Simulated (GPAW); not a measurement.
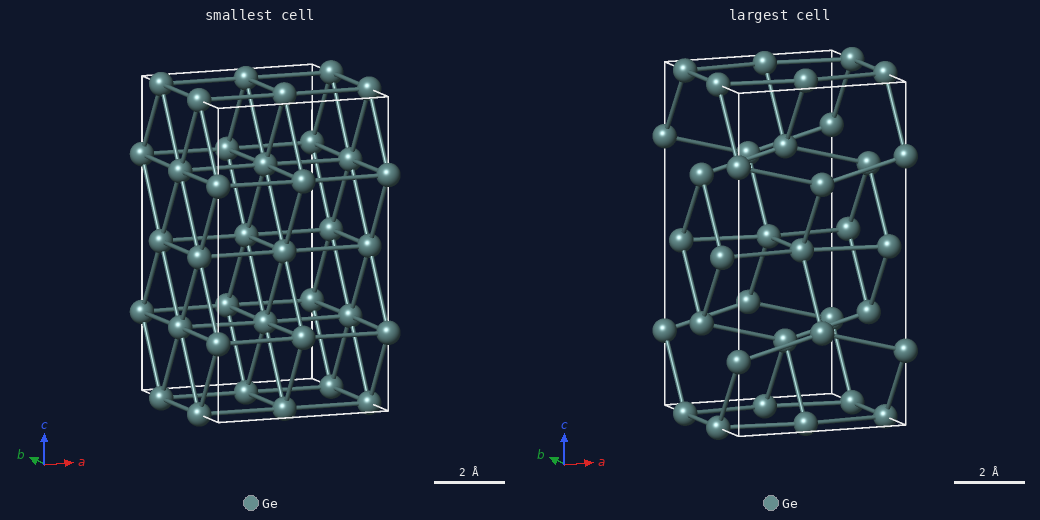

Ge, space group Fmmm (No. 69), relaxed (cell and atoms, zero pressure) with four choices of dispersion term on top of PBEsol; the smallest and the largest of the relaxed conventional cells are drawn to one scale (sticks follow a distance rule). The start was a structure listed in the Materials Project. This isn't the form of Ge at room conditions, which is diamond.

Alike in all runs: GPAW 26.7.0; functional PBEsol; potentials PAW data sets generated in the run's folder for this functional; cutoff 600 eV; k mesh 5 × 5 × 5 on the run's cell of 4 atoms; occupations fermi-dirac, width 0.05 eV; no spin polarisation; no spin-orbit coupling. All runs are metallic.

```tsv
level	volume (Å³/atom)	a (Å)	b (Å)	c (Å)
D3(BJ)-ATM	17.76	5.199	5.592	9.776
none	18.38	5.160	5.709	9.986
D3	18.15	5.151	5.686	9.913
D3(BJ)	?	?	?	?
```

Fill in the row of D3(BJ).

Volume 17.67 Å³/atom; a 5.254 Å; b 5.886 Å; c 9.145 Å. That is the smallest volume of all.

Order the levels by the relaxed volume, smallest first.

D3(BJ) (17.67 Å³/atom), D3(BJ)-ATM (17.76 Å³/atom), D3 (18.15 Å³/atom), none (18.38 Å³/atom). Rows within a few tenths of a per cent can't be told apart.

Caveat: later steps reuse the first step's grids; pairwise dispersion terms can overbind metals strongly.
